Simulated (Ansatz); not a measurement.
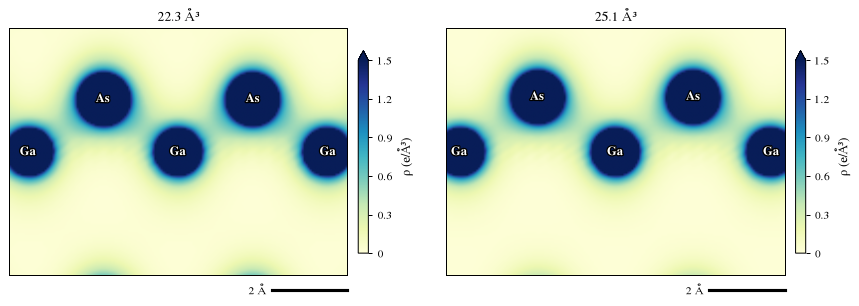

GaAs. The valence pseudo-density of cells scaled evenly to different volumes (given per atom above each panel), on the (101̄) plane of each (indices in the axes of the cell below), at one length scale and on one colour scale.

These are results of DFT PBE, scalar-relativistic, plane waves, PAW (Ansatz 0.2.0), not measurements.

Core electrons are frozen (PAW), and the valence fields are smoothed inside the atomic spheres.

The largest cell:

```
Ga As
1.0
     0.00000    2.92903    2.92903
     2.92903    0.00000    2.92903
     2.92903    2.92903    0.00000
Ga As
1 1
Cartesian
  0.0000 0.0000 0.0000
  1.4645 1.4645 1.4645
```

| volume (Å³/atom) | Ga–As contact in the plane (Å) | ρ at its midpoint (e/Å³) | pressure (GPa) | 
| --- | --- | --- | --- |
| 22.28 | 2.437 | 0.506 | 4.4 | 
| 23.71 | 2.488 | ? | ? | 
| 25.13 | 2.537 | 0.435 | −3.1 | 

Estimate the missing row, and compare with the calculation.

Over the known rows ln ρ falls by 1.51 per Å of Ga–As distance (the line through the two), which gives 0.468 e/Å³ at 2.488 Å; the calculation gives 0.468 e/Å³. For the pressure, a straight line in volume between the neighbouring rows gives 0.6 GPa; the calculation gives 0.0, lower because pressure rises ever faster on compression.
